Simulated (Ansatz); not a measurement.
Here is a crystal structure:

```
Hf O
1.0
     4.78890    0.00000    0.00000
     0.00000    4.78890    0.00000
     0.00000    0.00000    3.18582
Hf O
2 4
Direct
  0.00000 0.00000 0.00000
  0.50000 0.50000 0.50000
  0.19511 0.80489 0.50000
  0.30489 0.30489 0.00000
  0.69511 0.69511 0.00000
  0.80489 0.19511 0.50000
```

Q: Summarise the structure in words.

A: The structure is one of HfO2. It is primitive tetragonal, space group P4_2/mnm (No. 136). This arrangement goes by the name rutile. With Z = 2, the cell contains 2 Hf, 4 O. The coordination, counted out to bonding distance, is Hf 8 and O 3. Not all metal-metal contacts are counted.

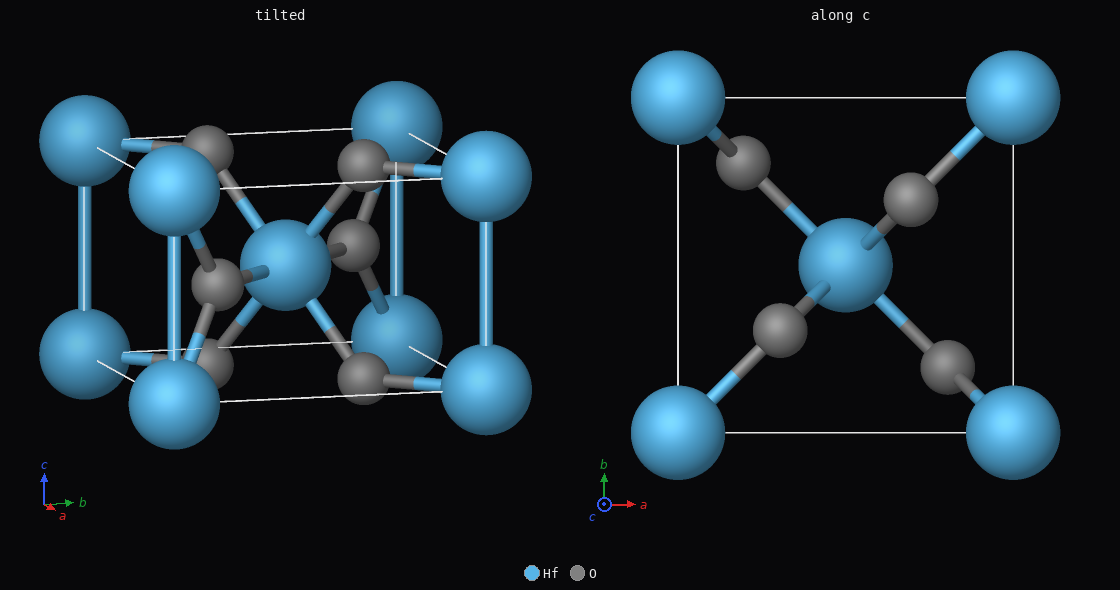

This ball-and-stick model is shown slightly off an axis and along the c axis. The conventional unit cell is drawn as a box.

It goes back to a structure listed in the Materials Project. Earlier steps of the study may have refined or changed the cell and positions. Ansatz was used for an electronic-structure calculation on it.
